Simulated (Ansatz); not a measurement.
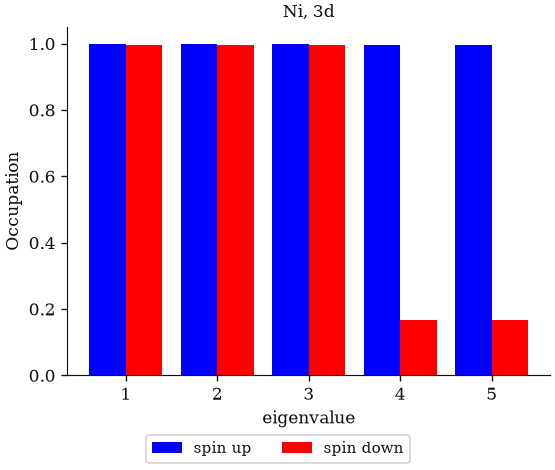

Eigenvalues of the local occupation matrix of the d shell (Löwdin-orthogonalised atomic projectors).

System: NiO, space group Fm-3m (No. 225), 4 atoms in the cell, NiO type.

```
Ni O
1.0
     0.00000    2.09131    2.09131
     2.09131    0.00000    2.09131
     4.18262    4.18262    0.00000
Ni O
2 2
Direct
  0.00000 0.00000 0.00000
  0.00000 0.00000 0.50000
  0.50000 0.50000 0.25000
  0.50000 0.50000 0.75000
```

Computed with Ansatz: DFT LDA+U+J, scalar-relativistic, plane waves, PAW, U = 5 eV, J = 0.9 eV on Ni d, spin-polarised, 8×8×8 k mesh, 420 eV cutoff, Gaussian smearing of 0.05 eV.

Q: How many states of the shell are filled, counting eigenvalues over 0.6?

A: Counting eigenvalues over 0.6 as filled, Ni has 8 filled d states (d⁸), 5 up and 3 down; the eigenvalues sum to 8.3. The small eigenvalues come from mixing with neighbours' orbitals.

Start of the run: ferromagnetic start, free, symmetry kept, no search. Such runs often end in metastable states, so this need not be the lowest one. The cell is at −7 GPa in this functional.
